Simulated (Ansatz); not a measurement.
Crystal: Mg2Ge, the input geometry of an electronic-structure calculation (not necessarily at equilibrium); the starting structure was generated, so it need not be a known form of this composition.

Space group Fm-3m (No. 225). a = 6.366 Å, b = 6.366 Å, c = 6.366 Å, α = 90.00°, β = 90.00°, γ = 90.00°
```csv
atom,site,symmetry,x,y,z
Ge,4a,m-3m,0.0000,0.0000,0.0000
Mg,8c,-43m,0.2500,0.7500,0.7500
```

Q: What does its first Brillouin zone look like, and which path through it is standard?

A: It has a face-centred cubic lattice (cF; extended symbol cF2). The zone is a truncated octahedron in its combinatorial type: 14 faces (6 with 4 edges, 8 with 6 edges), 36 edges, 24 vertices. Path: Γ–X–U | K–Γ–L–W–X.

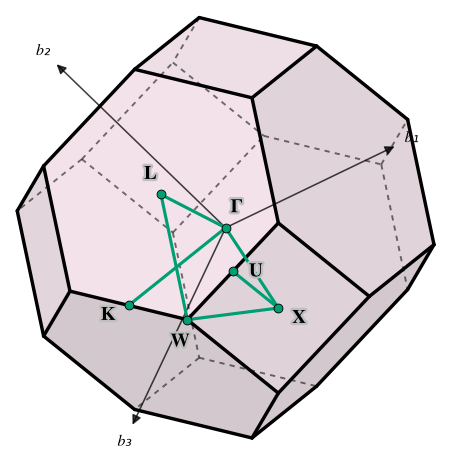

Labels and path follow the convention of Hinuma et al. (2017), as computed by seekpath; the arrows show the directions of the reciprocal primitive vectors b₁, b₂, b₃, in which coordinates are given; lengths include the factor 2π.

```
point   k₁   k₂   k₃  length of k (1/Å)
    Γ    0    0    0              0.000
    X  1/2    0  1/2              0.987
    L  1/2  1/2  1/2              0.855
    W  1/2  1/4  3/4              1.103
    K  3/8  3/8  3/4              1.047
    U  5/8  1/4  5/8              1.047
```
